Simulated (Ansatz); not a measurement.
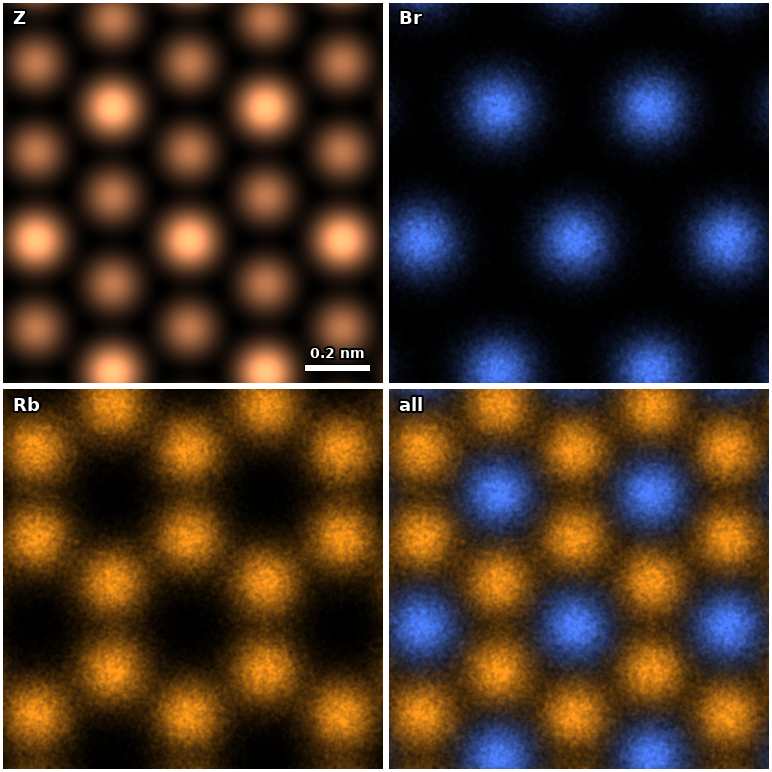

A crystal along [001]. Panel Z: The image is simulated as a sum over atoms of Z^1.6, blurred by a 1.30 Å probe (no channelling). The probe carries 25 % of its weight in a tail 2.5 times as wide. The display is stretched by a gamma of 0.8; percentages refer to the linear signal. The other panels are simulated element maps (the number of atoms of one element along the beam, blurred by 1.7 Å, with counting noise; each on its own scale, no channelling); the last overlays them.

**Which columns does each element occupy?**

The projected cell (4.83 × 4.83 Å, 120°) holds 3 columns: 2 of Rb and 1 of Br. No column is shared by two of the mapped elements. The brightest columns of the Z-contrast image hold Br.

The crystal is RbBr (P6_3/mmc, No. 194). Atomic positions: the end point of a relaxation with DFT PBE, scalar-relativistic, plane waves, PAW in Ansatz; the starting structure was generated, so it need not be a known form of this composition.
